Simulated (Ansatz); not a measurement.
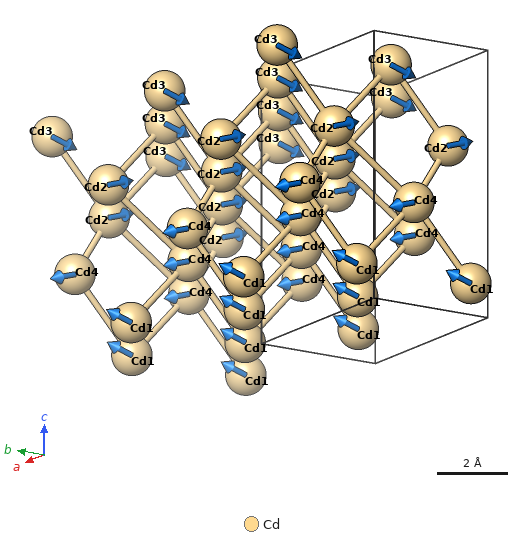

This is a relaxation of a crystal of Cd (built on the iodine_64 type) (coarse preliminary run). The starting structure is drawn; blue arrows show the displacements (the part carried along by the change of the cell is left out), magnified 3 times.

Style: ball-and-stick. Shown: the conventional cell (2 times the calculation's cell), repeated 2 × 2 × 1 with one cell outlined, from a free direction. Lengths and directions refer to the drawn axes.

Case: iodine type (Cmce, No. 64).

Method: Ansatz 0.2.0, DFT PBE, scalar-relativistic, plane waves, PAW. Settings: plane-wave cutoff 420 eV; k-point mesh 6 × 6 × 2; occupations gaussian; smearing width 0.1 eV; no spin polarisation; cell and atoms relaxed; force threshold 0.04 eV/Å; at most 70 steps.

Q: What happened in the run?

A: After 19 accepted moves (22 points after the start) the energy has fallen by 924 meV per atom. The largest force component goes from 6.2 to 0.00092 eV/Å. The pressure goes from 21.34 to 0.00 GPa. At 3 points the geometry stayed and the basis and grid were re-selected for the new cell (energy shift of 2.4 meV per atom at most each time). The largest moves relative to the cell, 0.30 Å, are those of Cd1, Cd2, Cd3 and Cd4. Cd3 goes roughly along −b. The drawn cell changes as follows: a 5.882 → 5.914 Å (+0.5 %), b 3.888 → 2.885 Å (−25.8 %), c 7.929 → 11.231 Å (+41.6 %); the volume changes by +5.7 %. Near-neighbour distances that change, for instance: Cd1–Cd1 3.888 → 2.885 Å, Cd1–Cd3 2.192 → 3.157 Å, Cd1–Cd4 2.868 → 3.157 Å, Cd1–Cd3 (another image) 3.294 → 3.156 Å. Bond angles that change, for instance: Cd3–Cd1–Cd4 81.6° → 125.6°, Cd3–Cd1–Cd4 105.2° → 125.6°, Cd3–Cd1–Cd4 167.0° → 180.0°. The space group (tolerance 0.01 Å) goes from Cmce (No. 64) to Fmmm (No. 69). The run took about 2.1 core-minutes on a shared host.

Limits of the set-up: the k-point mesh is coarse for a cell with partly filled bands.
